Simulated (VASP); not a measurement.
**Run report: Ni, workfunction calculation (part 2 of 2)**

The same run, continued: Ni (slab, 6 atoms in the cell); Kohn-Sham DFT of a periodic cell, PBE, VASP PAW PBE potentials, recommended, spin-polarised (VASP 6.6.1); cutoff 520 eV, 12×12×1 k-mesh, fermi-dirac of 0.05 eV, collinear spins. The structure derives from an entry of the Crystallography Open Database. It belongs to a series of runs on one base structure; here: field_v_per_ang = 0; the (1 1 1) slab of Ni, cut from the database cell, not relaxed.

Geometry of the input (Å; fractional positions):
```
2.5003  0.0000  0.0000
-1.2501  2.1653  -0.0000
0.0000  0.0000  25.2073
Ni 0.6667  0.3333  0.2975
Ni 0.3333  0.6667  0.3785
Ni 0.0000  0.0000  0.4595
Ni 0.6667  0.3333  0.5405
Ni 0.3333  0.6667  0.6215
Ni 0.0000  0.0000  0.7025
```

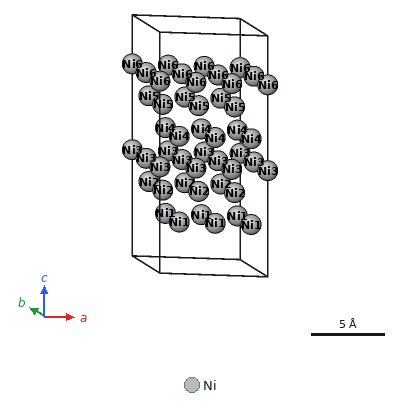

Figure 1. The input geometry (spheres-only view of the 3 × 2 repeat of the cell, with the vacuum cut short, seen slightly off an axis; atoms are numbered from 1 in the order of the input).

Parts of OUTCAR, continued:
```
 k-point     2 :       0.0833   -0.0000    0.0000
  band No.  band energies     occupation
      1      -6.5136      1.00000
      2      -5.8413      1.00000
      3      -4.8249      1.00000
      4      -3.6879      1.00000
      5      -2.8869      1.00000
      6      -2.6847      1.00000
      7      -0.8086      1.00000
      8      -0.7735      1.00000
      9      -0.5877      1.00000
     10      -0.5238      1.00000
     11      -0.4835      1.00000
     12      -0.3993      1.00000
     13      -0.3855      1.00000
     14      -0.3383      1.00000
     15      -0.3375      1.00000
     16      -0.3078      1.00000
     17      -0.2559      1.00000
     18      -0.2448      1.00000
     19      -0.2025      1.00000
     20      -0.1309      1.00000
     21      -0.0447      1.00000
     22      -0.0381      1.00000
     23      -0.0266      1.00000
     24       0.5250      1.00000
     25       0.5332      1.00000
     26       0.6625      1.00000
     27       0.6793      1.00000
     28       0.7783      1.00000
     29       0.7962      1.00000
     30       0.8014      1.00000
     31       0.9468      1.00000
     32       1.0284      1.00000
     33       1.2330      1.00000
     34       1.3051      1.00000
     35       1.4203      0.99996
     36       2.3147      0.00046
     37       2.8914      0.00000
     38       6.9052      0.00000
     39       6.9671      0.00000

 k-point     3 :       0.1667    0.0000    0.0000
  band No.  band energies     occupation
      1      -5.8275      1.00000
      2      -5.1802      1.00000
      3      -4.2085      1.00000
      4      -3.1353      1.00000
      5      -2.4061      1.00000
      6      -2.2677      1.00000
      7      -1.1279      1.00000
      8      -0.9499      1.00000
      9      -0.8755      1.00000
     10      -0.7678      1.00000
     11      -0.6961      1.00000
     12      -0.5211      1.00000
     13      -0.3863      1.00000
     14      -0.3689      1.00000
     15      -0.2938      1.00000
     16      -0.2526      1.00000
     17      -0.2074      1.00000
     18      -0.0866      1.00000
     19      -0.0847      1.00000
     20      -0.0509      1.00000
     21       0.0222      1.00000
     22       0.1642      1.00000
     23       0.2176      1.00000
     24       0.2820      1.00000
     25       0.3587      1.00000
     26       0.4551      1.00000
     27       0.5156      1.00000
     28       0.6605      1.00000
     29       0.7649      1.00000
     30       0.8299      1.00000
     31       1.0330      1.00000
     32       1.2337      1.00000
     33       1.2486      1.00000
     34       1.3170      1.00000
     35       2.0821      0.04628
     36       3.3159      0.00000
     37       4.1988      0.00000
     38       7.5265      0.00000
     39       7.5723      0.00000

 k-point     4 :       0.2500    0.0000    0.0000
  band No.  band energies     occupation
      1      -4.7776      1.00000
      2      -4.2015      1.00000
      3      -3.3718      1.00000
      4      -2.5179      1.00000
      5      -1.9617      1.00000
      6      -1.8165      1.00000
      7      -1.5010      1.00000
      8      -1.2566      1.00000
      9      -1.0347      1.00000
     10      -0.9768      1.00000
     11      -0.8718      1.00000
     12      -0.6682      1.00000
     13      -0.4387      1.00000
     14      -0.3735      1.00000
     15      -0.2742      1.00000
     16      -0.1955      1.00000
     17      -0.1263      1.00000
     18      -0.0234      1.00000
     19       0.0247      1.00000
     20       0.0495      1.00000
     21       0.2814      1.00000
     22       0.3442      1.00000
     23       0.3757      1.00000
     24       0.4164      1.00000
     25       0.5565      1.00000
     26       0.5610      1.00000
     27       0.6668      1.00000
     28       0.7722      1.00000
     29       0.8987      1.00000
     30       0.9226      1.00000
     31       1.0448      1.00000
     32       1.2327      1.00000
     33       1.3309      0.99999
     34       1.6735      0.99422
     35       2.8793      0.00000
     36       4.4677      0.00000
     37       5.7397      0.00000
     38       8.4112      0.00000
     39       8.6801      0.00000

 k-point     5 :       0.3333    0.0000    0.0000
  band No.  band energies     occupation
      1      -3.6037      1.00000
      2      -3.2103      1.00000
      3      -2.7366      1.00000
      4      -2.2990      1.00000
      5      -1.9364      1.00000
      6      -1.8084      1.00000
      7      -1.7463      1.00000
      8      -1.5229      1.00000
      9      -1.2374      1.00000
     10      -0.9201      1.00000
     11      -0.7131      1.00000
     12      -0.5823      1.00000
     13      -0.4312      1.00000
     14      -0.3308      1.00000
     15      -0.2645      1.00000
     16      -0.1524      1.00000
     17      -0.0165      1.00000
     18       0.1611      1.00000
     19       0.3208      1.00000
     20       0.3552      1.00000
     21       0.5063      1.00000
     22       0.6710      1.00000
     23       0.8220      1.00000
     24       0.8300      1.00000
     25       0.9011      1.00000
     26       0.9699      1.00000
     27       0.9790      1.00000
     28       1.0597      1.00000
     29       1.0978      1.00000
     30       1.1499      1.00000
     31       1.2066      1.00000
     32       1.2478      1.00000
     33       1.3449      0.99999
     34       2.3030      0.00059
     35       3.8740      0.00000
     36       5.7380      0.00000
     37       7.4526      0.00000
     38       9.4017      0.00000
     39      10.1124      0.00000

 [... the levels of 13 k-points are left out ...]

 k-point    19 :       0.3333    0.3333    0.0000
  band No.  band energies     occupation
      1      -1.6598      1.00000
      2      -1.6598      1.00000
      3      -1.6187      1.00000
      4      -1.5175      1.00000
      5      -1.4813      1.00000
      6      -1.4813      1.00000
      7      -1.4545      1.00000
      8      -1.3781      1.00000
      9      -1.3780      1.00000
     10      -1.2234      1.00000
     11      -1.2233      1.00000
     12      -0.7729      1.00000
     13      -0.7729      1.00000
     14      -0.6868      1.00000
     15      -0.5913      1.00000
     16      -0.2467      1.00000
     17      -0.2466      1.00000
     18      -0.0993      1.00000
     19      -0.0959      1.00000
     20       0.4814      1.00000
     21       0.4814      1.00000
     22       0.5123      1.00000
     23       0.6707      1.00000
     24       0.6708      1.00000
     25       1.0165      1.00000
     26       1.0165      1.00000
     27       1.0895      1.00000
     28       1.1508      1.00000
     29       1.1509      1.00000
     30       1.1951      1.00000
     31       6.6586      0.00000
     32       6.6730      0.00000
     33       6.6730      0.00000
     34       6.9877      0.00000
     35       6.9877      0.00000
     36       7.6636      0.00000
     37       7.7581      0.00000
     38       8.7124      0.00000
     39       8.7125      0.00000
 Fermi energy:         1.9308638529

 spin component 2

 k-point     1 :       0.0000    0.0000    0.0000
  band No.  band energies     occupation
      1      -6.7916      1.00000
      2      -6.1112      1.00000
      3      -5.0737      1.00000
      4      -3.8598      1.00000
      5      -2.8529      1.00000
      6      -2.4515      1.00000
      7      -0.0231      1.00000
      8       0.0248      1.00000
      9       0.2163      1.00000
     10       0.2163      1.00000
     11       0.2454      1.00000
     12       0.3078      1.00000
     13       0.3333      1.00000
     14       0.3333      1.00000
     15       0.3525      1.00000
     16       0.3525      1.00000
     17       0.4416      1.00000
     18       0.4416      1.00000
     19       0.5960      1.00000
     20       0.5960      1.00000
     21       0.6172      1.00000
     22       0.6240      1.00000
     23       0.6240      1.00000
     24       1.2529      1.00000
     25       1.2529      1.00000
     26       1.3012      1.00000
     27       1.3012      1.00000
     28       1.4623      0.99991
     29       1.4623      0.99991
     30       1.7112      0.98779
     31       1.7112      0.98779
     32       1.7430      0.97719
     33       1.9630      0.34459
     34       1.9630      0.34459
     35       2.0673      0.06130
     36       2.0673      0.06130
     37       2.0775      0.05054
     38       6.6524      0.00000
     39       6.7981      0.00000

 k-point     2 :       0.0833   -0.0000    0.0000
  band No.  band energies     occupation
      1      -6.5551      1.00000
      2      -5.8807      1.00000
      3      -4.8530      1.00000
      4      -3.6516      1.00000
      5      -2.6596      1.00000
      6      -2.2798      1.00000
      7      -0.1462      1.00000
      8      -0.0884      1.00000
      9       0.0660      1.00000
     10       0.1659      1.00000
     11       0.2089      1.00000
     12       0.2466      1.00000
     13       0.3130      1.00000
     14       0.3968      1.00000
     15       0.4116      1.00000
     16       0.4123      1.00000
     17       0.4348      1.00000
     18       0.4737      1.00000
     19       0.5335      1.00000
     20       0.5762      1.00000
     21       0.5997      1.00000
     22       0.6762      1.00000
     23       0.7174      1.00000
     24       1.1355      1.00000
     25       1.1622      1.00000
     26       1.2241      1.00000
     27       1.3152      1.00000
     28       1.3193      1.00000
     29       1.3630      0.99999
     30       1.4661      0.99991
     31       1.6152      0.99819
     32       1.7114      0.98775
     33       1.9656      0.33316
     34       2.0326      0.11569
     35       2.0737      0.05432
     36       2.6760      0.00000
     37       3.1227      0.00000
     38       6.8754      0.00000
     39       6.9969      0.00000

 k-point     3 :       0.1667    0.0000    0.0000
  band No.  band energies     occupation
      1      -5.8657      1.00000
      2      -5.2142      1.00000
      3      -4.2260      1.00000
      4      -3.0802      1.00000
      5      -2.1457      1.00000
      6      -1.8246      1.00000
      7      -0.4991      1.00000
      8      -0.3388      1.00000
      9      -0.2343      1.00000
     10      -0.0853      1.00000
     11      -0.0124      1.00000
     12       0.0643      1.00000
     13       0.2790      1.00000
     14       0.3153      1.00000
     15       0.3618      1.00000
     16       0.4960      1.00000
     17       0.5382      1.00000
     18       0.5775      1.00000
     19       0.6212      1.00000
     20       0.6973      1.00000
     21       0.7557      1.00000
     22       0.8463      1.00000
     23       0.8528      1.00000
     24       0.9500      1.00000
     25       0.9723      1.00000
     26       1.1339      1.00000
     27       1.1446      1.00000
     28       1.3226      0.99999
     29       1.4399      0.99995
     30       1.4788      0.99988
     31       1.7081      0.98851
     32       1.9131      0.58768
     33       1.9706      0.31113
     34       2.0901      0.03971
     35       2.6237      0.00000
     36       3.6482      0.00000
     37       4.4236      0.00000
     38       7.5438      0.00000
     39       7.5737      0.00000

 k-point     4 :       0.2500    0.0000    0.0000
  band No.  band energies     occupation
      1      -4.7976      1.00000
      2      -4.2066      1.00000
      3      -3.3348      1.00000
      4      -2.3749      1.00000
      5      -1.6129      1.00000
      6      -1.3175      1.00000
      7      -0.9011      1.00000
      8      -0.6544      1.00000
      9      -0.3970      1.00000
     10      -0.3532      1.00000
     11      -0.1970      1.00000
     12      -0.1010      1.00000
     13       0.1898      1.00000
     14       0.2646      1.00000
     15       0.3237      1.00000
     16       0.4636      1.00000
     17       0.5322      1.00000
     18       0.5590      1.00000
     19       0.5985      1.00000
     20       0.7573      1.00000
     21       0.9066      1.00000
     22       1.0441      1.00000
     23       1.1224      1.00000
     24       1.1792      1.00000
     25       1.2739      1.00000
     26       1.3063      1.00000
     27       1.4164      0.99997
     28       1.5001      0.99982
     29       1.5752      0.99919
     30       1.6281      0.99766
     31       1.7114      0.98775
     32       1.9775      0.28242
     33       2.1128      0.02560
     34       2.2978      0.00065
     35       3.3362      0.00000
     36       4.7540      0.00000
     37       5.9306      0.00000
     38       8.4750      0.00000
     39       8.6539      0.00000

 k-point     5 :       0.3333    0.0000    0.0000
  band No.  band energies     occupation
      1      -3.5396      1.00000
      2      -3.1046      1.00000
      3      -2.5381      1.00000
      4      -1.9887      1.00000
      5      -1.4933      1.00000
      6      -1.2220      1.00000
      7      -1.1439      1.00000
      8      -0.9288      1.00000
      9      -0.6686      1.00000
     10      -0.3962      1.00000
     11      -0.1114      1.00000
     12      -0.0680      1.00000
     13       0.2104      1.00000
     14       0.3138      1.00000
     15       0.4113      1.00000
     16       0.4344      1.00000
     17       0.6663      1.00000
     18       0.6810      1.00000
     19       0.8137      1.00000
     20       1.0204      1.00000
     21       1.0209      1.00000
     22       1.3331      0.99999
     23       1.5555      0.99945
     24       1.6231      0.99788
     25       1.6640      0.99521
     26       1.6730      0.99427
     27       1.7565      0.97031
     28       1.7695      0.96188
     29       1.8586      0.80930
     30       1.8602      0.80432
     31       1.8817      0.72756
     32       2.0190      0.14643
     33       2.1517      0.01194
     34       2.7757      0.00000
     35       4.1946      0.00000
     36       5.9577      0.00000
     37       7.6065      0.00000
     38       9.4910      0.00000
     39      10.1250      0.00000

 [... the levels of 13 k-points are left out ...]

 k-point    19 :       0.3333    0.3333    0.0000
  band No.  band energies     occupation
      1      -1.0962      1.00000
      2      -1.0939      1.00000
      3      -1.0939      1.00000
      4      -1.0569      1.00000
      5      -1.0569      1.00000
      6      -1.0388      1.00000
      7      -0.9806      1.00000
      8      -0.9805      1.00000
      9      -0.9712      1.00000
     10      -0.5853      1.00000
     11      -0.5853      1.00000
     12      -0.1170      1.00000
     13      -0.1169      1.00000
     14      -0.0855      1.00000
     15       0.0098      1.00000
     16       0.3968      1.00000
     17       0.3969      1.00000
     18       0.4217      1.00000
     19       0.4259      1.00000
     20       1.0828      1.00000
     21       1.0829      1.00000
     22       1.0989      1.00000
     23       1.2813      1.00000
     24       1.2814      1.00000
     25       1.8951      0.67142
     26       1.8952      0.67123
     27       1.9296      0.50653
     28       2.0161      0.15388
     29       2.0161      0.15382
     30       2.0285      0.12416
     31       6.9120      0.00000
     32       6.9329      0.00000
     33       6.9329      0.00000
     34       7.2272      0.00000
     35       7.2273      0.00000
     36       7.8922      0.00000
     37       7.9630      0.00000
     38       8.9677      0.00000
     39       8.9677      0.00000

------------------------ aborting loop because EDIFF is reached ----------------------------------------

  FORCE on cell =-STRESS in cart. coord.  units (eV):
  Direction    XX          YY          ZZ          XY          YZ          ZX
  --------------------------------------------------------------------------------------
  -------------------------------------------------------------------------------------
  Total       -2.6247508     -2.6247508     -1.7425193      0.0000000     -0.0000000      0.0000000
  in kB      -30.8157235    -30.8157235    -20.4579397      0.0000000     -0.0000000      0.0000000
  external PRESSURE =     -27.3631289 kB  Pullay stress =       0.0000000 kB

 VOLUME and BASIS-vectors are now :
 -----------------------------------------------------------------------------
  energy-cutoff  :      520.00
  volume of cell :      136.47
      direct lattice vectors                 reciprocal lattice vectors
     2.500258868  0.000000000  0.000000000     0.399958585  0.230916197  0.000000000
    -1.250129434  2.165287695  0.000000000     0.000000000  0.461832394  0.000000000
     0.000000000  0.000000000 25.207264084     0.000000000  0.000000000  0.039671104

 POSITION                                       TOTAL-FORCE (eV/Angst)
 -----------------------------------------------------------------------------------
      1.25013      0.72176      7.50000         0.000000      0.000000      0.248660
     -0.00000      1.44353      9.54145         0.000000      0.000000     -0.115793
      0.00000      0.00000     11.58291         0.000000     -0.000000     -0.032609
      1.25013      0.72176     13.62436        -0.000000      0.000000      0.032609
     -0.00000      1.44353     15.66581         0.000000     -0.000000      0.115793
      0.00000      0.00000     17.70726        -0.000000     -0.000000     -0.248660
 -----------------------------------------------------------------------------------
    total drift:                                0.000000     -0.000000      0.000539

  FREE ENERGIE OF THE ION-ELECTRON SYSTEM (eV)
  ---------------------------------------------------
  free  energy   TOTEN  =       -31.5394229137 eV

  energy  without entropy=      -31.4426086620  energy(sigma->0) =      -31.49101579

 vacuum level on the upper side and lower side of the slab         6.943         6.943

 total charge

# of ion       s       p       d       tot
------------------------------------------
    1        0.482   0.369   8.303   9.154
    2        0.487   0.481   8.306   9.274
    3        0.492   0.484   8.307   9.283
    4        0.492   0.484   8.307   9.283
    5        0.487   0.481   8.306   9.274
    6        0.482   0.369   8.303   9.154
--------------------------------------------------
tot          2.921   2.667  49.832  55.421

 magnetization (x)

# of ion       s       p       d       tot
------------------------------------------
    1       -0.008  -0.026   0.699   0.666
    2       -0.007  -0.026   0.722   0.689
    3       -0.007  -0.027   0.685   0.650
    4       -0.007  -0.027   0.685   0.650
    5       -0.007  -0.026   0.722   0.689
    6       -0.008  -0.026   0.699   0.666
--------------------------------------------------
tot         -0.043  -0.159   4.212   4.010
```

CONTCAR:
```
Ni
   1.00000000000000
     2.5002588675999999    0.0000000000000000    0.0000000000000000
    -1.2501294338000000    2.1652876954000000    0.0000000000000000
     0.0000000000000000    0.0000000000000000   25.2072640841000002
  Ni
     6
Direct
     0.6666666667000030    0.3333333332999970    0.2975332815000016
     0.3333333332999970    0.6666666667000030    0.3785199689000009
     0.0000000000000000    0.0000000000000000    0.4595066563000003
     0.6666666667000030    0.3333333332999970    0.5404933436999997
     0.3333333332999970    0.6666666667000030    0.6214800310999991
     0.0000000000000000    0.0000000000000000    0.7024667184999984

  0.00000000E+00  0.00000000E+00  0.00000000E+00
  0.00000000E+00  0.00000000E+00  0.00000000E+00
  0.00000000E+00  0.00000000E+00  0.00000000E+00
  0.00000000E+00  0.00000000E+00  0.00000000E+00
  0.00000000E+00  0.00000000E+00  0.00000000E+00
  0.00000000E+00  0.00000000E+00  0.00000000E+00
```

Key numbers:

```tsv
quantity	value
outcome	converged
electrons treated	60
free energy	−31.5394 eV
Fermi energy of the self-consistent step	1.931 eV
gap on the k-point mesh	none (metallic)
net moment of the cell	3.90 μB
largest force (length of the vector)	0.249 eV/Å
hardware	1 thread of Intel Xeon (Granite Rapids), 128 GiB of memory available, shared host
wall time	5.5 min
peak memory	0.37 GiB
```
